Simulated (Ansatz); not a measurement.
System: HgH.

```
Hg H
1.0
     3.51367    0.00000    0.00000
    -1.75683    3.04293    0.00000
     0.00000    0.00000    5.33913
Hg H
2 2
Direct
  0.66667 0.33333 0.75000
  0.33333 0.66667 0.25000
  0.00000 0.00000 0.00000
  0.00000 0.00000 0.50000
```

Space group P6₃/mmc; a structure from a database of computed crystals, not necessarily the ambient phase.

Level of theory: Ansatz 0.2.0, DFT r2SCAN, scalar-relativistic, plane waves, PAW.

Question: Predict the valence pseudo-density and electron localisation function between the atoms.

Answer: Hg–H (2.43 Å): ρ is about 0.33 e/Å³ halfway; the ELF climbs to about 1 towards the hydrogen.

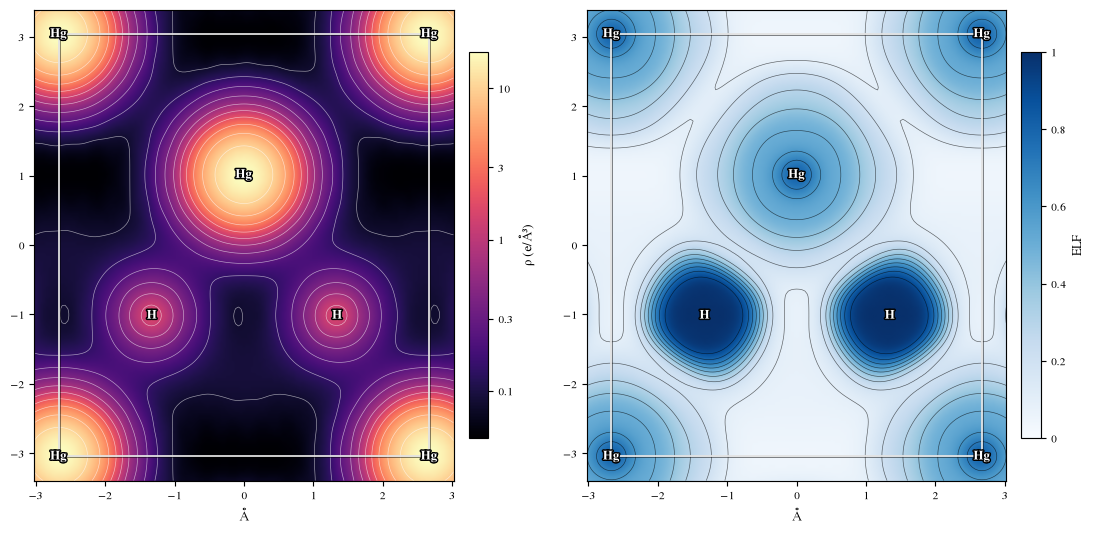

Computed valence pseudo-density and electron localisation function on the (110) plane of the conventional cell, in this order. 

Core electrons are frozen (PAW), and the valence fields are smoothed inside the atomic spheres.
